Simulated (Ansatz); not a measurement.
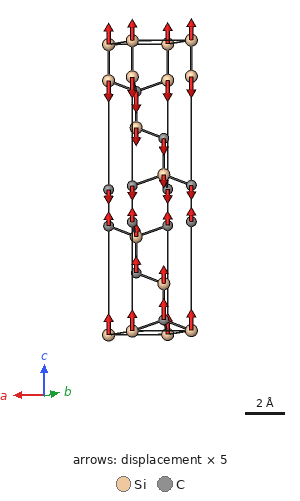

A relaxation of an interface cell of composition SiC. The starting structure is drawn; red arrows show the displacements (the part carried along by the change of the cell is left out), 5 times their true length.

Style: ball-and-stick. Shown: the cell of the calculation, from a free direction.

Case: antiphase boundary on (1 1 1), species swapped.

All numbers below come from DFT PBEsol, scalar-relativistic, plane waves, PAW (Ansatz). Set-up: plane-wave cutoff 420 eV; k-point mesh 12 × 12 × 2; occupations gaussian; smearing width 0.05 eV; no spin polarisation; cell relaxed at fixed a, b, alpha, beta, gamma; force threshold 0.02 eV/Å; at most 45 steps.

> What happened in the run?

The largest moves relative to the cell, 0.23 Å, are those of Si and C atoms. Largest moves by element: C 0.23 Å, Si 0.23 Å. The drawn cell changes as follows: a = b unchanged at 3.081 Å, c 15.093 → 15.374 Å (+1.9 %); the volume changes by +1.9 %. Near-neighbour distances that change, for instance: Si–Si 1.887 → 2.381 Å, C–C 1.887 → 1.607 Å, C–Si 1.887 → 1.895 Å. Over 4 accepted moves (5 points after the start) the energy falls by 2.472 eV per cell of the calculation. Largest force component: 11 eV/Å at the start, 0.0087 eV/Å at the end. The pressure goes from 8.58 to 0.29 GPa. At 1 point the geometry stayed and the basis and grid were re-selected for the new cell (energy shift of 5.0 meV per cell of the calculation at most each time). Cost: 89 s on 2 threads of Intel(R) Xeon(R) Processor @ 2.50GHz (Skylake/Cascade Lake), with other jobs on the host, peak memory 0.52 GiB.
